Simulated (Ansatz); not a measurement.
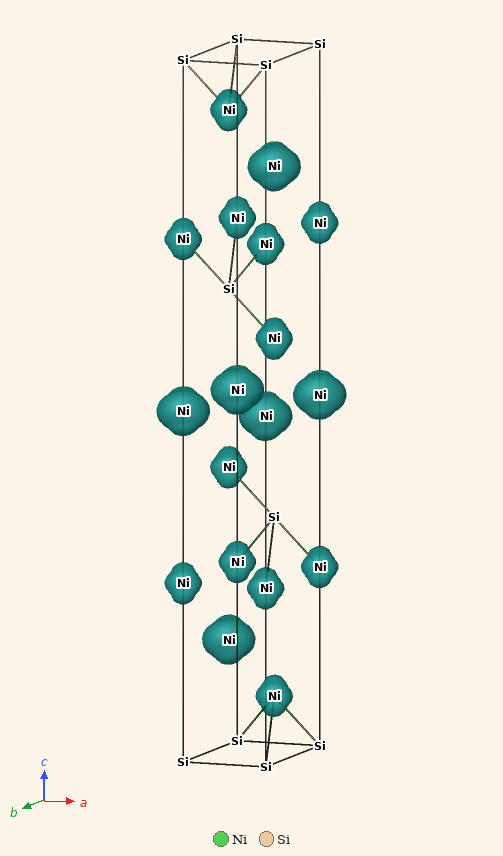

Figure 1: SiNi$_{3}$. Isosurfaces of the spin density at +0.03 (teal) and −0.03 e/Å³ (pink), seen at an oblique angle. Sticks mark near contacts.

Space group R-3m; a structure from a database of computed crystals, not necessarily the ambient phase; computed pressure about −13 GPa in this cell; spin-polarised.

Method: Ansatz, Kohn-Sham DFT of a periodic cell, PBEsol, Ansatz PAW.

Core electrons are frozen (PAW), and the valence fields are smoothed inside the atomic spheres.

**Where is the spin, and how is it ordered?**

The spin density sits on Ni: +0.4 μB (×3) in one cell of 12 atoms, with smaller moments on other sites: Ni (up to +0.10 μB): parallel moments, as they must be, since the calculation's own cell holds one magnetic site. The cell of the calculation (4 atoms) carries 0.6 μB of net spin moment. Only one sign reaches the isovalue.
